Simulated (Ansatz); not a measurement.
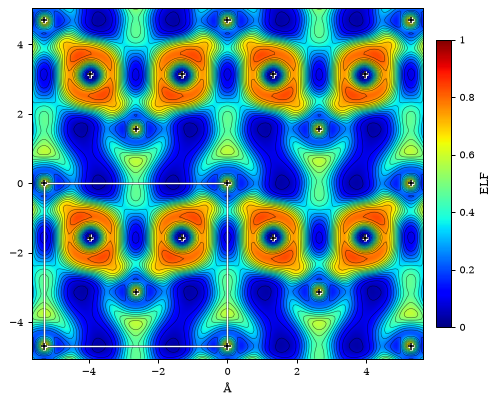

The ELF on a plane through atoms (crosses mark nuclei in the plane).

All numbers below come from DFT r2SCAN, scalar-relativistic, plane waves, PAW in Ansatz 0.2.0.

Candidates:
A. SiN, a = 2.71 Å, b = 5.29 Å, c = 4.70 Å, α = 90.00°, β = 90.00°, γ = 90.00°. Space group Cmcm; a structure from a database of computed crystals, not necessarily the ambient phase.
B. Sn, a = 6.56 Å, b = 6.56 Å, c = 6.56 Å, α = 90.00°, β = 90.00°, γ = 90.00°. Space group Fd-3m; a structure from a database of computed crystals, not necessarily the ambient phase.
C. Cu, a = 2.53 Å, b = 2.53 Å, c = 8.26 Å, α = 90.00°, β = 90.00°, γ = 120.00°. Space group P6₃/mmc; a structure from a database of computed crystals, not necessarily the ambient phase; computed without spin polarisation.

Which system is this?

Candidate A: SiN on the (100) plane of the calculation cell, which holds Si and N. Si–N (2.05 Å): the ELF peaks at about 0.85 between the atoms.
